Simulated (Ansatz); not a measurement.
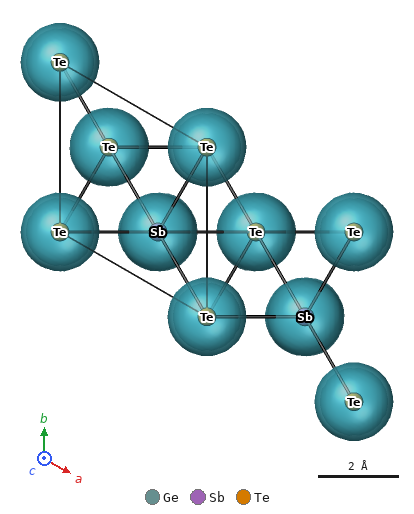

Ge$_{2}$Sb$_{2}$Te$_{5}$. Isosurface of the valence charge density (pseudo) at 0.6 e/Å³ (cyan), seen along the c axis. Sticks mark near contacts.

Space group P-3m1; a structure from a database of computed crystals, not necessarily the ambient phase.

All numbers below come from DFT PBE, scalar-relativistic, plane waves, PAW in Ansatz.

Core electrons are frozen (PAW), and the valence fields are smoothed inside the atomic spheres.

```
CELL_PARAMETERS angstrom
4.26558 0.00000 0.00000
-2.13279 3.69410 0.00000
0.00000 0.00000 18.02720
ATOMIC_POSITIONS crystal
Ge 0.00000 0.00000 0.33253
Ge 0.00000 0.00000 0.66747
Sb 0.33333 0.66667 0.11242
Sb 0.66667 0.33333 0.88758
Te 0.00000 0.00000 0.00000
Te 0.33333 0.66667 0.79074
Te 0.66667 0.33333 0.20926
Te 0.33333 0.66667 0.41097
Te 0.66667 0.33333 0.58903
```

How is the density connected at this value?

Answer. At this value the density breaks into separate islands; it holds about 70 % of the electrons treated as valence (semicore included). It bridges none of the near contacts. It is pinched off along the shortest Ge–Te (2.84 Å), Sb–Te (3.02 Å) and Sb–Te (3.19 Å) contacts. On the grid the lowest density along these lines, outside the cores, is 0.33 e/Å³ (Ge–Te, 2.84 Å), 0.3 e/Å³ (Sb–Te, 3.02 Å) and 0.22 e/Å³ (Sb–Te, 3.19 Å).
